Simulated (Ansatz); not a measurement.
Read the following structure.

```
Ge
1.0
     2.76521    0.00000    0.00000
    -1.38261    2.36833    0.00000
     0.00000    0.00000    2.64273
Ge
1
Direct
  0.00000 0.00000 0.00000
```

Interpret the file: composition, symmetry and coordination.

The element is germanium. Strictly the space group is Cmmm (No. 65, within 0.01 Å). It is a distorted form of a primitive hexagonal structure, space group P6/mmm (No. 191) within 0.25 Å: simple hexagonal. The cell holds one atom. Each Ge atom is coordinated by eight Ge at 2.64 to 2.77 Å. The bonds build a three-dimensional framework.

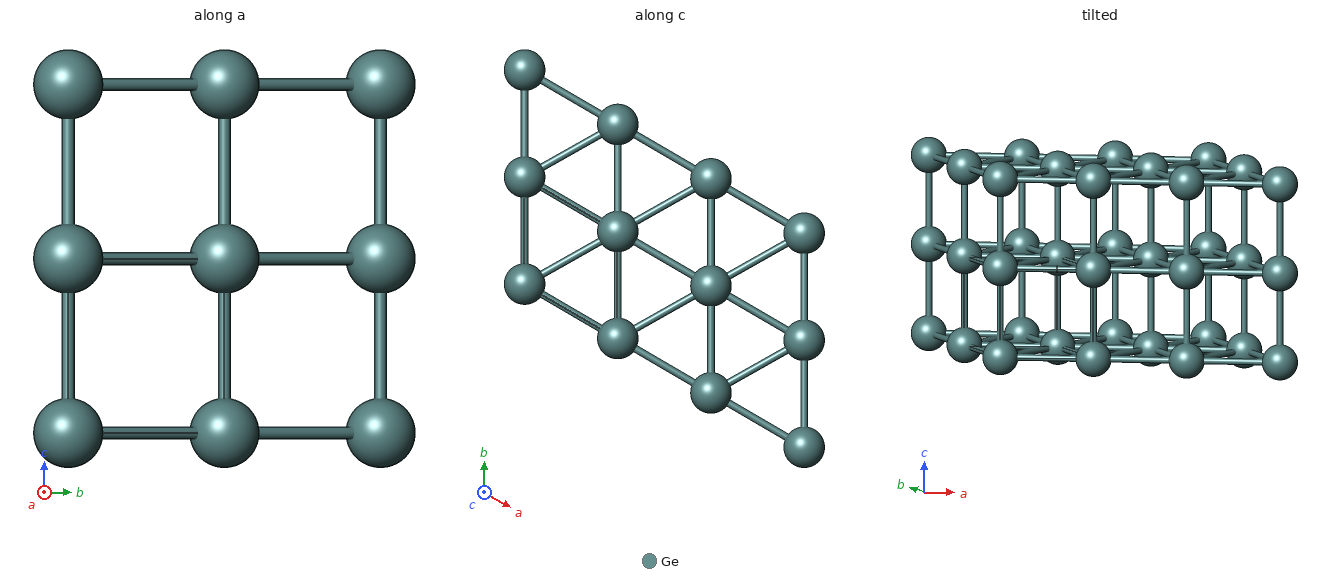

Ball-and-stick drawing of the structure, looking along the a axis, along the c axis and slightly off an axis. The picture spans 3×2×2 cells, one unit cell being drawn with solid lines. Colours: germanium teal.

The structure comes from a structure listed in the Materials Project. The cell was then strained or its atoms displaced on purpose. A calculation with Ansatz used it as input.

At this level of theory the cell isn't at rest (compressed, at 6 GPa), so its distances can differ from those at equilibrium, the more so the softer the solid.
